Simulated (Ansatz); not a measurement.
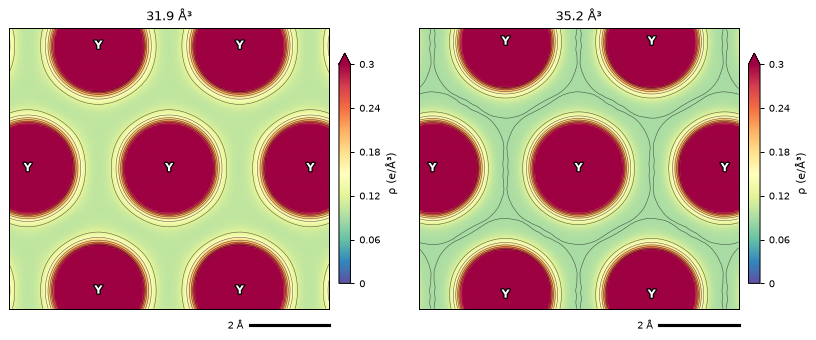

Y. The valence charge density (pseudo) of cells scaled evenly to different volumes (given per atom above each panel), on the (010) plane of each (indices in the axes of the cell below), at one length scale and on one colour scale.

A structure from a database of computed crystals, not necessarily the ambient phase.

The calculation used Kohn-Sham DFT of a periodic cell, PBE, Ansatz PAW in Ansatz.

Core electrons are frozen (PAW), and the valence fields are smoothed inside the atomic spheres.

The largest cell:

```
Y
1.0
     0.00000    2.60204    2.60204
     2.60204    0.00000    2.60204
     2.60204    2.60204    0.00000
Y
1
Direct
  0.00000 0.00000 0.00000
```

| volume (Å³/atom) | Y–Y contact in the plane (Å) | ρ at its midpoint (e/Å³) | pressure (GPa) | 
| --- | --- | --- | --- |
| 31.91 | 3.560 | 0.101 | 0.8 | 
| 32.58 | 3.585 | ? | ? | 
| 35.23 | 3.680 | 0.090 | −2.8 | 

### Estimate the missing row, and compare with the calculation.

Over the known rows ln ρ falls by 0.96 per Å of Y–Y distance (the line through the two), which gives 0.099 e/Å³ at 3.585 Å; the calculation gives 0.098 e/Å³. For the pressure, a straight line in volume between the neighbouring rows gives 0.1 GPa; the calculation gives −0.1.
